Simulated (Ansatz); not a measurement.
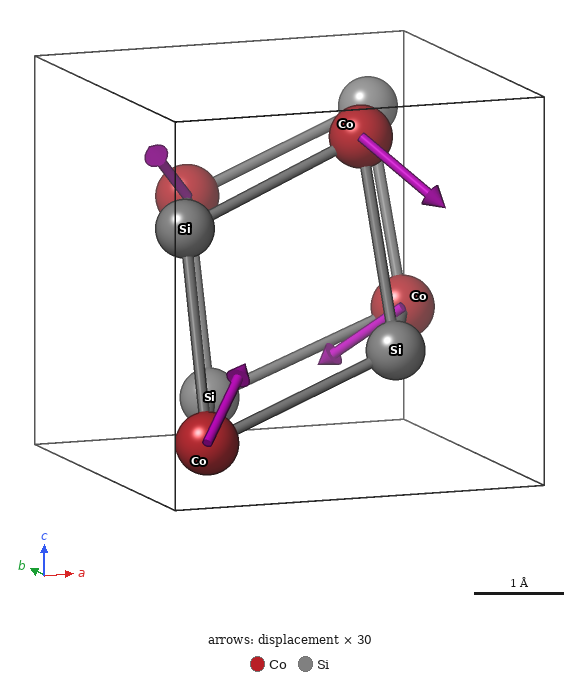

This is a relaxation of a crystal of CoSi (set up in P2_13). The starting structure is drawn; purple arrows show the displacements (the part carried along by the change of the cell is left out), magnified 30 times.

A ball-and-stick model of the cell of the calculation, seen slightly off an axis.

Level of theory: Ansatz 0.2.0, DFT PBEsol, scalar-relativistic, plane waves, PAW. Set-up: plane-wave cutoff 420 eV; k-point mesh 8 × 8 × 8; occupations gaussian; smearing width 0.1 eV; no spin polarisation; cell and atoms relaxed; force threshold 0.005 eV/Å; at most 80 steps.

> Atoms of which element are displaced furthest, and by how much?

Cobalt: up to 0.043 Å, against 0.002 Å for silicon.

> Describe the change and its energy.

The largest moves relative to the cell, 0.043 Å, are those of Co atoms. By element the largest moves are Co 0.043 Å, Si 0.002 Å. Cell: a = b = c 4.438 → 4.386 Å (−1.2 %). Volume −3.5 %. Among the contacts that change: Co–Si 2.466 → 2.404 Å, Co–Si 2.283 → 2.297 Å, Co–Si 2.326 → 2.314 Å. The space group stays P2_13 (No. 198). Over 4 accepted moves (5 points after the start) the energy falls by 11.6 meV per atom. The largest force component goes from 0.13 to 0.0025 eV/Å. The pressure goes from −7.19 to −0.03 GPa. At 1 point the geometry stayed and the basis and grid were re-selected for the new cell (energy shift of 0.2 meV per atom at most each time).
